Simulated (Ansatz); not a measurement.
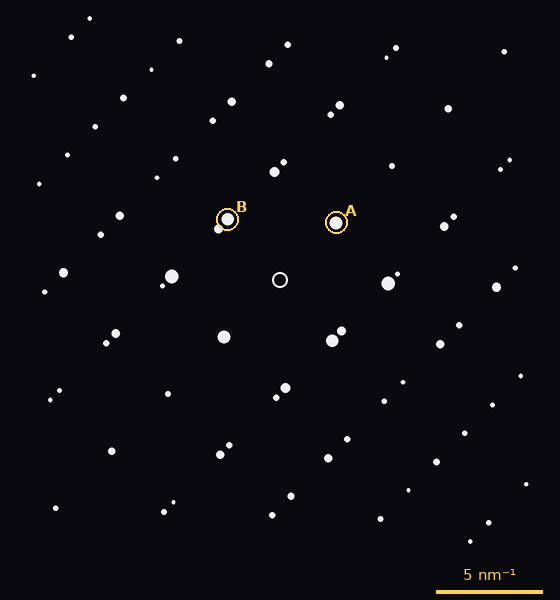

The pattern is a kinematic simulation for 120 kV electrons (no multiple scattering; isotropic B = 0.5 Å²). Two individuals of a reflection twin are superposed (a geometric construction: whether this twin forms is not tested; the second individual is smaller and so fainter). Crystal: Re, space group Cmce (No. 64), a = 3.900 Å, b = 8.547 Å, c = 3.950 Å, zone axis [011]. Structure: the end point of a relaxation with Ansatz 0.2.0, DFT PBEsol, scalar-relativistic, plane waves, PAW; the starting structure was generated, so it need not be a known form of this composition.

```tsv
atom	site	symmetry	x	y	z
Re	8f	m..	0.0000	0.8572	0.0419
```

In the first individual spot A is -1 -1 1 and spot B is 1 -1 1.

**On which plane is the crystal twinned?**

(11-1). The spot positions of the combined pattern are mirror-symmetric about the row through 1 1 -1 (d = 2.639 Å), which both individuals share, while a single individual has only symmetry 2mm without that mirror line. Friedel's law adds the mirror line at right angles, so a twin on (13 -11 11) would give the same picture; the more widely spaced plane was used.

**Which other reflections coincide?**

Within the frame only the reflections of the common row coincide.
